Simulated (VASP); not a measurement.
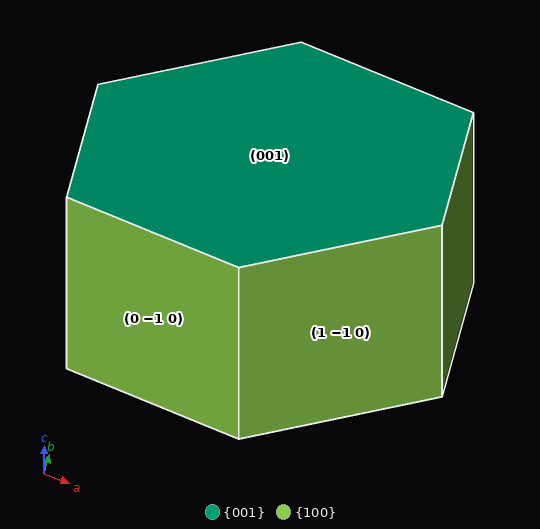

ZrS2, space group P-3m1 (No. 164), a = 3.691 Å, b = 3.691 Å, c = 6.041 Å, α = 90.00°, β = 90.00°, γ = 120.00°. The shape was computed with the Donnay–Harker form of the Bravais–Friedel law: planes with larger spacing d grow more slowly and so show as larger faces; centring, glide planes and screw axes halve or divide d. Origin: a cell listed in the Materials Project, as set up for an electronic-structure calculation. Forms under 0.4 % of the area are left out.

How many faces does the whole crystal have, by form?

Answer. 8 faces: 6 of {100} and 2 of {001}.

List the forms with their spacings and shares.

Answer.
```
 form  faces  d (Å)  share of area (%)
{100}      6  3.197               51.4
{001}      2  6.041               48.6
```
